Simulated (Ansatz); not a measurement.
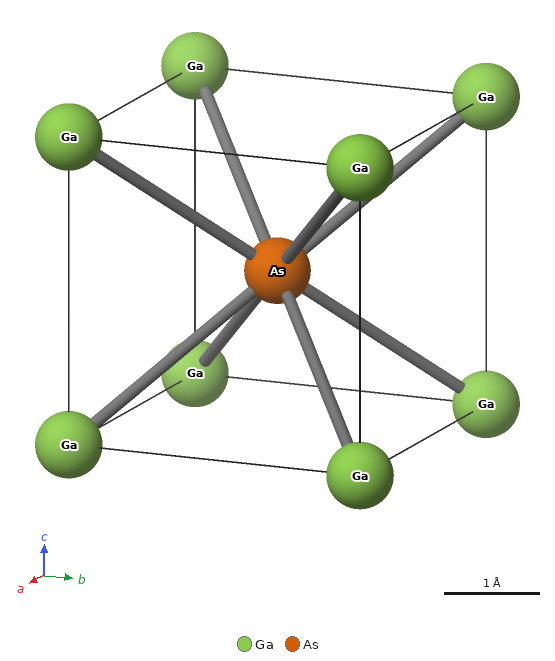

Lattice vibrations of crystalline GaAs (a generated structure) at a fixed volume, space group Pm-3m (No. 221), at the zone centre. Style: ball-and-stick. Shown: the cell of the calculation, from a free direction.

All numbers below come from DFT PBEsol, scalar-relativistic, plane waves, PAW in Ansatz 0.2.0. (plane-wave cutoff 420 eV; k-point mesh 12 × 12 × 12; occupations fermi dirac; smearing width 0.15 eV; no spin polarisation)

The frequencies depend somewhat on the k-mesh and the smearing.

Q: Give the spectrum at this point.

A: The calculation's cell holds 2 atoms, so there are 3 optical modes, in 1 level. The optical modes span T₁u. No level is unstable.

| level | symmetry | frequency (cm⁻¹) | activity |
| --- | --- | --- | --- |
| 1 | T₁u | 82 | infrared-active |

The crystal is a metal, so free carriers screen the infrared response.

The modes drawn as arrows (one member of each degenerate set):

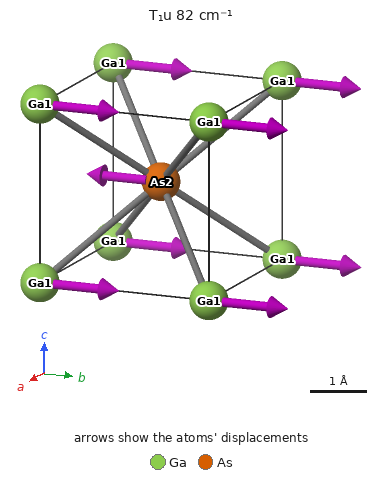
